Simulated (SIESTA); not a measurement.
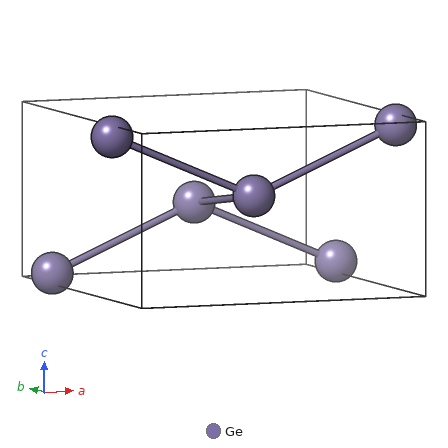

System: Ge, space group Imma (No. 74). The picture shows the conventional cell.

Starting cell:
```yaml
crystal:
  lattice:
    - [-2.49590, 2.65086, 1.43695]
    - [2.49590, -2.65086, 1.43695]
    - [2.49590, 2.65086, -1.43695]
  atoms:
    - { symbol: Ge, position: [0.31406, 0.06406, 0.25000] }
    - { symbol: Ge, position: [0.68594, 0.93594, 0.75000] }
```

Method: DFT in numerical atomic orbitals with pseudopotentials, no spin polarisation; energies at scaled volumes of the given cell, shape and fractions fixed, counted from the fit's minimum, third-order Birch-Murnaghan fit (SIESTA 5.4.2). Level: LDA.

k mesh 11×11×11; occupations Fermi–Dirac; smearing width 0.05 eV; potentials PseudoDojo 0.4 standard, converted to PSML, two zetas on semicore shells; program settings basis DZP, mesh cutoff 800 Ry.

Describe the result: the energy and pressure against volume. The volume takes the values 17.87, 18.25, 18.63, 19.01, 19.39, 19.78, 20.16 Å³/atom.

A third-order Birch–Murnaghan fit gives V0 = 18.29 Å³/atom, B0 = 75.5 GPa and B′ = 4.9. The energy is 2.37 meV/atom at volume 17.87 Å³/atom and 36.90 meV/atom at 20.16 Å³/atom; the lowest computed point is at volume 18.25 Å³/atom (0.03 meV/atom), and no other minimum shows. The pressure falls from 1.85 GPa at volume 17.87 Å³/atom to −5.76 GPa at 20.16 Å³/atom, and changes sign near 18.30 Å³/atom.

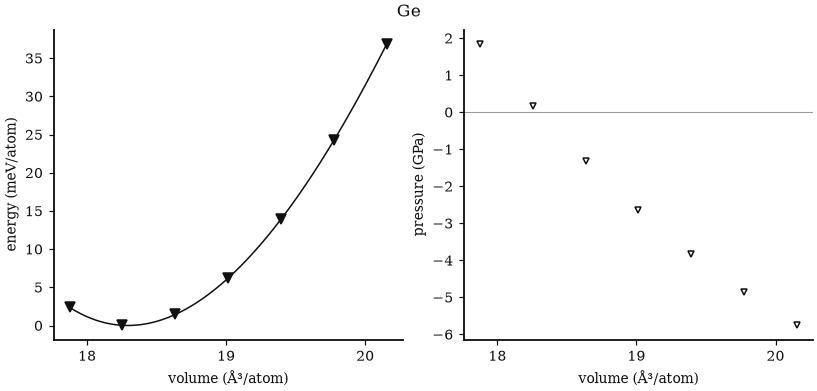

Keep in mind: mulliken charges of long orbitals; shape and atomic fractions are frozen while scaling, which makes layered, chain and framework solids too stiff.
